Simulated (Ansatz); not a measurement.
**Zr$_{16}$S$_{31}$ (charge −1): geometry relaxation (part 3 of 4)**

Continued. System: Zr$_{16}$S$_{31}$ (defect cell, 47 atoms in the cell, total charge −1). Method: DFT PBE, scalar-relativistic, plane waves, PAW (Ansatz 0.2.0); cutoff 420 eV, 2×2×2 k-mesh, Gaussian smearing of 0.01 eV, collinear spins. The structure derives from a Materials Project entry. The run did not end well. It belongs to a series of runs on one base structure; here: S vacancy (site d), charge -1, atoms relaxed at the host's cell. The run did not end well; see the last part.

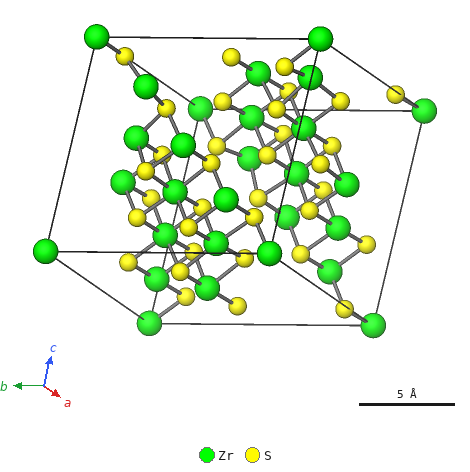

Figure 1. The geometry at step 4 of the log (ball-and-stick view of the cell of the calculation, seen at an oblique angle).

### The program's output, continued
```
--- Per-component energies (eV) ---
  E_band       = -3378.926808
  E_kinetic    = 8638.451569
  E_local      = -27624.253476  (includes V_loc(G=0)·N_el)
  E_nonlocal   = 2132.363680
  E_hartree    = 10342.122043
  E_xc         = -5613.508414
  E_vxc        = -5784.357600  (∫ρ·V_xc dr)
  E_paw        = -65863.465849  (= ΣΔE_a)
  E_vpaw       = -1425.376327  (= ΣTr[D̂ρ^β])
  E_aug_tail   = 0.000436  (compensation charges beyond the density's cutoff)
  E_ewald      = -16983.227171
  E_smearing   = -0.000077  (= −TS)
  E_closure    = -0.000000  (closes the sum)
  E_deformation_potential = -12.131862  (in the stress; not in F)
  Σ components = -94971.517259   (vs F -94971.517259, Δ=0.00e0)
--- Forces (eV/Å), atoms counted from 1 ---
  atom   1  Zr     0.00474170     0.00577452    -0.00358896
  atom   2  Zr    -0.00213510    -0.00214525    -0.01784918
  atom   3  Zr    -0.00474170     0.00577452    -0.00358896
  atom   4  Zr     0.00000000     0.01114211    -0.00753643
  atom   5  Zr     0.01195806    -0.01915634    -0.01557156
  atom   6  Zr    -0.02266261    -0.02334679    -0.00798585
  atom   7  Zr     0.02413076     0.01785511    -0.00459060
  atom   8  Zr     0.00213510    -0.00214525    -0.01784918
  atom   9  Zr    -0.01195806    -0.01915634    -0.01557156
  atom  10  Zr     0.02266261    -0.02334679    -0.00798585
  atom  11  Zr     0.00000000     0.01442501    -0.00556233
  atom  12  Zr     0.00000000     0.01798302    -0.01835928
  atom  13  Zr    -0.01829895    -0.02013878    -0.00234315
  atom  14  Zr    -0.02413076     0.01785511    -0.00459060
  atom  15  Zr     0.01829895    -0.02013878    -0.00234315
  atom  16  Zr     0.00000000    -0.00461552    -0.02845602
  atom  17  S      0.02282732    -0.00086258     0.01594301
  atom  18  S     -0.01043428    -0.01488018     0.01463069
  atom  19  S     -0.02282732    -0.00086258     0.01594301
  atom  20  S      0.00000000     0.01537907     0.00966994
  atom  21  S      0.00000000    -0.02535329     0.01276450
  atom  22  S     -0.00378288     0.01957875     0.01953143
  atom  23  S     -0.00436082    -0.00386510     0.00317934
  atom  24  S     -0.00490593    -0.03766849     0.00464044
  atom  25  S      0.01043428    -0.01488018     0.01463069
  atom  26  S      0.00378288     0.01957875     0.01953143
  atom  27  S      0.00436082    -0.00386510     0.00317934
  atom  28  S      0.00000000    -0.01250248     0.00558984
  atom  29  S      0.02149962     0.00542369    -0.02342522
  atom  30  S      0.00490593    -0.03766849     0.00464044
  atom  31  S     -0.02149962     0.00542369    -0.02342522
  atom  32  S     -0.02257092     0.03050944    -0.00419098
  atom  33  S     -0.01868104    -0.00309355     0.03511217
  atom  34  S      0.02257092     0.03050944    -0.00419098
  atom  35  S      0.00000000     0.00919453     0.01452715
  atom  36  S     -0.00230977     0.02669098    -0.00823919
  atom  37  S     -0.01440345     0.00535915     0.00332461
  atom  38  S     -0.00339796     0.00091715    -0.00997506
  atom  39  S      0.01868104    -0.00309355     0.03511217
  atom  40  S      0.00230977     0.02669098    -0.00823919
  atom  41  S      0.01440345     0.00535915     0.00332461
  atom  42  S      0.00000000    -0.00701286    -0.00817191
  atom  43  S      0.00000000     0.01323989     0.00194094
  atom  44  S      0.00832533    -0.01217081    -0.00754142
  atom  45  S      0.00339796     0.00091715    -0.00997506
  atom  46  S     -0.00832533    -0.01217081    -0.00754142
  atom  47  S      0.00000000     0.01851038     0.04150815
  max |Σ_I F_I| component: 4.83e-5 eV/Å
--- Charged-cell corrections in eV (Makov–Payne, q = -1.000 e, ε = [53.016, 53.016, 3.728]) ---
  F (periodic)     = -94971.517259  (uncorrected; the corrections below are reported, never added to it)
  E_corr1          = +0.072490  (monopole, q²α_M/2ε̄L, of the cell on which ε is isotropic)
  F Makov-Payne    = -94971.444769  (F + E_corr1; no measured alignment; for a localised charge, not one spread in a band: unchecked)
  no potential alignment in this run, which stands beside a crystal: run the host's input off ansatz write-host-input, and read the two finished runs by ansatz place-levels (neither reads a slab, a wire or a sheet, whose cell leaves a vacuum)
--- Band table (eV; the first three rows and the last of 8) ---
  k-point 0 ↑: bands = ["-43.9282", "-43.9282", "-43.9245", "-43.8519", "-43.8490", "-43.7827", "-43.7808", "-43.7787", "-43.7749", "-43.7715", "-43.7710", "-43.7679", "-43.7657", "-43.7499", "-43.7449", "-43.7172", "-22.0230", "-22.0219", "-22.0141", "-22.0096", "-22.0048", "-21.9952", "-21.9885", "-21.9821", "-21.9722", "-21.9517", "-21.9409", "-21.9402", "-21.9375", "-21.9190", "-21.9170", "-21.9057", "-21.9053", "-21.8728", "-21.8704", "-21.8678", "-21.8633", "-21.8581", "-21.8517", "-21.8403",
      "-21.8320", "-21.8244", "-21.8183", "-21.8132", "-21.8094", "-21.8051", "-21.7970", "-21.7963", "-21.7936", "-21.7892", "-21.7844", "-21.7801", "-21.7775", "-21.7727", "-21.7618", "-21.7542", "-21.7531", "-21.7477", "-21.7378", "-21.7350", "-21.7219", "-21.7207", "-21.7127", "-21.7030", "-7.2030", "-7.1983", "-7.1667", "-7.1333", "-6.7373", "-6.6863", "-6.6658", "-6.6541", "-6.6309", "-6.5870", "-6.5530", "-6.5377", "-6.5038", "-6.4978", "-6.4647", "-6.4550",
      "-6.4432", "-6.4343", "-6.3636", "-6.3544", "-6.3531", "-6.3340", "-6.3134", "-6.3037", "-6.2957", "-6.2782", "-6.2632", "-6.2172", "-6.2162", "-6.1877", "-6.1794", "1.0780", "1.1220", "1.1478", "1.2088", "1.2110", "1.2463", "1.2724", "1.2789", "1.3001", "1.3284", "1.3771", "1.4390", "1.4748", "1.4969", "1.5481", "1.6859", "1.8207", "1.8339", "1.8541", "1.8667", "1.8862", "1.8949", "1.9072", "1.9335", "1.9513",
      "1.9773", "1.9894", "2.0106", "2.0354", "2.0837", "2.1087", "2.1328", "2.1874", "2.4906", "2.5001", "2.5143", "2.5419", "2.5630", "2.5713", "2.5921", "2.6128", "2.6288", "2.6436", "2.6560", "2.6664", "2.6844", "2.7241", "2.7308", "2.7448", "2.7538", "2.7857", "2.8055", "2.8152", "2.8433", "2.8639", "2.8868", "2.9190", "2.9413", "2.9681", "3.0313", "3.0620", "3.1080", "3.1780", "3.1928", "3.4012",
      "3.4193", "3.4296", "3.4565", "3.4651", "3.5365", "3.5610", "3.6091", "3.6390", "3.6857", "3.6926", "3.7351", "3.7994", "3.8494", "3.8709", "3.8862", "3.9169", "3.9419", "4.0406", "4.0798", "4.0985", "4.1212", "4.1759", "4.2170", "4.2898", "4.2983", "4.3952", "4.4351", "4.5050", "6.2360", "6.2595", "6.2760", "6.3852", "6.4633", "6.5362", "6.5846", "6.7112", "6.7244", "6.7643", "6.7747", "6.7869",
      "6.8996", "7.0024", "7.0394", "7.0686", "7.1477", "7.1541", "7.2605", "7.3577", "7.4500", "7.7210", "7.7329", "7.8101", "7.8380", "7.8910", "7.9445", "7.9858", "8.0160", "8.0267", "8.0796", "8.1021", "8.1169", "8.1584", "8.1813", "8.2242", "8.2665", "8.3274", "8.3855", "8.3947", "8.4364", "8.5150", "8.5365", "8.5699", "8.5984", "8.6758", "8.7666", "8.8054", "8.8661"]
  k-point 1 ↑: bands = ["-43.9283", "-43.9282", "-43.9245", "-43.8519", "-43.8490", "-43.7829", "-43.7804", "-43.7788", "-43.7749", "-43.7713", "-43.7713", "-43.7679", "-43.7657", "-43.7499", "-43.7449", "-43.7172", "-22.0262", "-22.0225", "-22.0170", "-22.0159", "-22.0087", "-21.9917", "-21.9861", "-21.9755", "-21.9739", "-21.9437", "-21.9396", "-21.9376", "-21.9336", "-21.9282", "-21.9070", "-21.9013", "-21.8888", "-21.8815", "-21.8772", "-21.8679", "-21.8668", "-21.8613", "-21.8464", "-21.8389",
      "-21.8379", "-21.8299", "-21.8291", "-21.8175", "-21.8101", "-21.8058", "-21.7996", "-21.7966", "-21.7955", "-21.7841", "-21.7818", "-21.7781", "-21.7774", "-21.7727", "-21.7631", "-21.7546", "-21.7494", "-21.7476", "-21.7359", "-21.7344", "-21.7214", "-21.7206", "-21.7131", "-21.7005", "-7.3053", "-7.2469", "-6.9848", "-6.9261", "-6.8885", "-6.8855", "-6.6869", "-6.6479", "-6.6058", "-6.5799", "-6.5447", "-6.5271", "-6.5118", "-6.4740", "-6.4395", "-6.4323",
      "-6.4115", "-6.3844", "-6.3837", "-6.3569", "-6.3507", "-6.3394", "-6.3384", "-6.3277", "-6.3167", "-6.2705", "-6.2615", "-6.2429", "-6.1932", "-6.1790", "-6.1678", "0.9858", "0.9988", "1.0216", "1.0946", "1.1130", "1.1807", "1.2620", "1.3715", "1.4322", "1.4435", "1.4946", "1.5756", "1.6012", "1.6203", "1.6262", "1.7190", "1.7442", "1.7720", "1.8502", "1.8752", "1.8915", "1.9126", "1.9356", "1.9495", "1.9795",
      "2.0211", "2.0302", "2.0428", "2.0975", "2.1049", "2.1600", "2.1723", "2.2012", "2.4118", "2.4539", "2.4855", "2.5264", "2.5481", "2.5518", "2.5989", "2.5990", "2.6207", "2.6392", "2.6424", "2.6475", "2.6737", "2.7028", "2.7156", "2.7274", "2.7504", "2.7605", "2.8034", "2.8294", "2.8500", "2.8585", "2.8761", "2.8834", "2.8956", "2.9267", "2.9352", "2.9629", "2.9840", "3.0658", "3.0773", "3.1704",
      "3.2344", "3.3746", "3.3970", "3.4840", "3.4958", "3.6634", "3.6977", "3.7092", "3.7669", "3.7795", "3.7853", "3.8687", "3.9040", "3.9291", "3.9470", "3.9717", "4.0005", "4.0101", "4.0544", "4.0954", "4.1248", "4.1911", "4.2093", "4.3672", "4.4428", "4.4675", "4.5241", "4.5685", "6.1285", "6.2345", "6.3308", "6.3534", "6.3889", "6.4021", "6.4540", "6.4950", "6.6196", "6.7104", "6.8321", "6.8334",
      "6.9151", "7.0904", "7.1805", "7.1874", "7.2763", "7.2829", "7.3097", "7.4384", "7.4743", "7.5966", "7.6605", "7.7330", "7.7551", "7.8696", "7.8895", "7.9344", "7.9884", "8.0480", "8.0727", "8.1433", "8.1813", "8.1927", "8.2064", "8.2676", "8.2722", "8.3932", "8.4019", "8.4199", "8.4504", "8.4917", "8.5223", "8.5648", "8.6024", "8.6506", "8.7140", "8.7934", "8.8212"]
  k-point 2 ↑: bands = ["-43.9283", "-43.9282", "-43.9244", "-43.8519", "-43.8489", "-43.7830", "-43.7804", "-43.7788", "-43.7745", "-43.7716", "-43.7713", "-43.7678", "-43.7657", "-43.7499", "-43.7449", "-43.7172", "-22.0387", "-22.0326", "-22.0237", "-22.0020", "-21.9966", "-21.9881", "-21.9814", "-21.9770", "-21.9707", "-21.9433", "-21.9396", "-21.9368", "-21.9309", "-21.9274", "-21.9083", "-21.8989", "-21.8922", "-21.8813", "-21.8709", "-21.8700", "-21.8664", "-21.8592", "-21.8569", "-21.8492",
      "-21.8379", "-21.8314", "-21.8210", "-21.8141", "-21.8112", "-21.8057", "-21.8024", "-21.8021", "-21.7953", "-21.7931", "-21.7806", "-21.7798", "-21.7730", "-21.7685", "-21.7605", "-21.7557", "-21.7477", "-21.7469", "-21.7450", "-21.7314", "-21.7254", "-21.7188", "-21.7036", "-21.7009", "-7.4215", "-7.0458", "-7.0217", "-6.9293", "-6.9003", "-6.7193", "-6.7109", "-6.6727", "-6.6446", "-6.6149", "-6.5912", "-6.5900", "-6.5191", "-6.4757", "-6.4293", "-6.4230",
      "-6.4197", "-6.4083", "-6.3995", "-6.3653", "-6.3623", "-6.3485", "-6.3380", "-6.3333", "-6.3276", "-6.3226", "-6.2573", "-6.2355", "-6.1706", "-6.1082", "-6.1031", "0.7483", "0.8070", "0.8075", "1.2369", "1.3428", "1.3746", "1.4205", "1.4473", "1.4931", "1.5155", "1.5409", "1.5569", "1.6167", "1.6755", "1.6935", "1.7627", "1.7851", "1.7916", "1.8196", "1.8385", "1.8504", "1.8738", "1.8871", "1.9291", "1.9583",
      "1.9754", "1.9912", "2.0939", "2.1437", "2.2037", "2.2340", "2.2564", "2.2565", "2.3687", "2.3698", "2.4030", "2.4426", "2.4606", "2.4912", "2.5090", "2.5540", "2.5629", "2.5842", "2.5958", "2.6253", "2.6320", "2.6408", "2.6696", "2.7314", "2.7396", "2.7684", "2.7778", "2.7992", "2.8315", "2.8484", "2.8813", "2.9143", "2.9534", "2.9736", "3.0080", "3.0100", "3.0429", "3.0847", "3.0972", "3.1433",
      "3.2599", "3.3786", "3.4107", "3.4466", "3.4887", "3.5268", "3.5281", "3.6288", "3.7102", "3.7215", "3.7783", "3.8090", "3.8827", "3.9084", "3.9708", "3.9866", "4.0195", "4.0617", "4.0631", "4.1266", "4.1830", "4.2317", "4.2600", "4.4149", "4.4940", "4.5024", "4.6661", "4.6872", "6.0372", "6.1383", "6.1384", "6.3707", "6.4614", "6.5606", "6.5642", "6.6782", "6.6930", "6.8362", "6.8747", "6.9910",
      "7.0069", "7.0361", "7.0787", "7.1028", "7.2376", "7.2921", "7.2961", "7.3283", "7.3678", "7.5092", "7.5804", "7.6071", "7.7423", "7.7951", "7.8644", "7.9301", "7.9992", "8.0066", "8.0235", "8.0865", "8.1523", "8.1709", "8.2975", "8.3237", "8.3616", "8.3710", "8.4409", "8.4644", "8.4951", "8.5099", "8.5777", "8.6266", "8.6678", "8.6795", "8.7524", "8.8043", "8.8338"]
```
